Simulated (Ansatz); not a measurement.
Start from this file.

```cif
data_structure
_symmetry_space_group_name_H-M 'F -4 3 m'
_symmetry_Int_Tables_number 216
_cell_length_a 5.4487
_cell_length_b 5.4487
_cell_length_c 5.4487
_cell_angle_alpha 90.000
_cell_angle_beta 90.000
_cell_angle_gamma 90.000
_cell_volume 161.76
loop_
_atom_site_label
_atom_site_type_symbol
_atom_site_symmetry_multiplicity
_atom_site_Wyckoff_symbol
_atom_site_fract_x
_atom_site_fract_y
_atom_site_fract_z
_atom_site_occupancy
Ga1 Ga 4 a 0.00000 0.00000 0.00000 1
Sb1 Sb 4 c 0.25000 0.75000 0.75000 1
```

Q: What would you see if this were drawn?

A: Composition: GaSb. It is face-centred cubic, space group F-43m (No. 216). The prototype is zinc blende (sphalerite type). Counting shared atoms by their share gives 4 Ga, 4 Sb, or 8 atoms. The coordination shell of Ga holds four Sb in a tetrahedral arrangement at 2.36 Å. Each Sb has four Ga in a tetrahedral arrangement at 2.36 Å. The bonds build a three-dimensional framework.

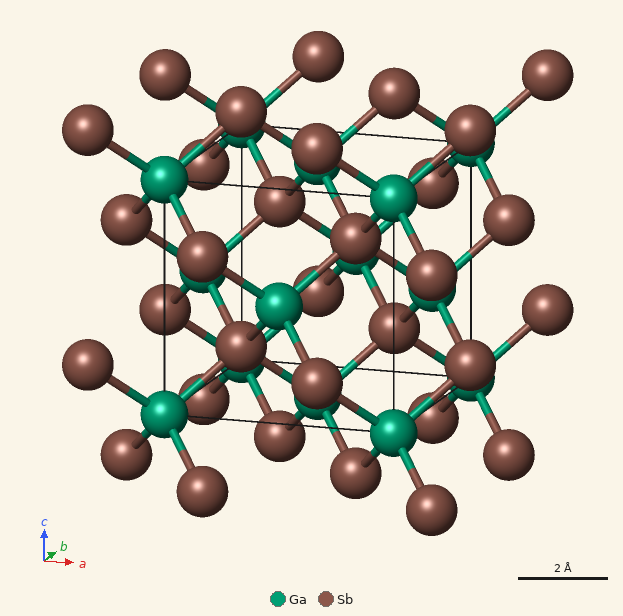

A ball-and-stick picture of a crystal structure, seen slightly off an axis. Thin lines show the conventional unit cell, with boundary atoms drawn in all their periodic places. Atoms just outside the outline that bond to atoms inside are added. Colours: gallium teal, antimony brown.

Origin of the cell: a structure listed in the Materials Project, with elements exchanged, so it need not be a known form of the compound. The cell was then strained or its atoms displaced on purpose. An electronic-structure calculation with Ansatz was run on it.

At this level of theory the cell isn't at rest (compressed, at 40 GPa), so its distances can differ from those at equilibrium, the more so the softer the solid.
